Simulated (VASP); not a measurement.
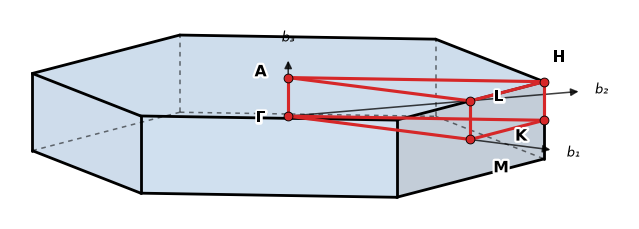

For SiC, the end point of a relaxation with VASP, VASP Kohn-Sham DFT of a periodic cell, PBE with rVV10, VASP PAW PBE potentials, recommended: the figure shows the first Brillouin zone with its special points and a band path. The drawing is computed from the coordinates (standard cell, symmetry found to 0.002 Å).

Labels and path follow the convention of Hinuma et al. (2017), as computed by seekpath; the arrows show the directions of the reciprocal primitive vectors b₁, b₂, b₃.

Name the Bravais lattice of the crystal.

Answer. A primitive hexagonal lattice (hP; extended symbol hP2). The zone is a hexagonal prism in its combinatorial type: 8 faces (6 with 4 edges, 2 with 6 edges), 18 edges, 12 vertices.

In which order does the conventional band path visit the special points?

Answer. Γ–M–K–Γ–A–L–H–A | L–M | H–K
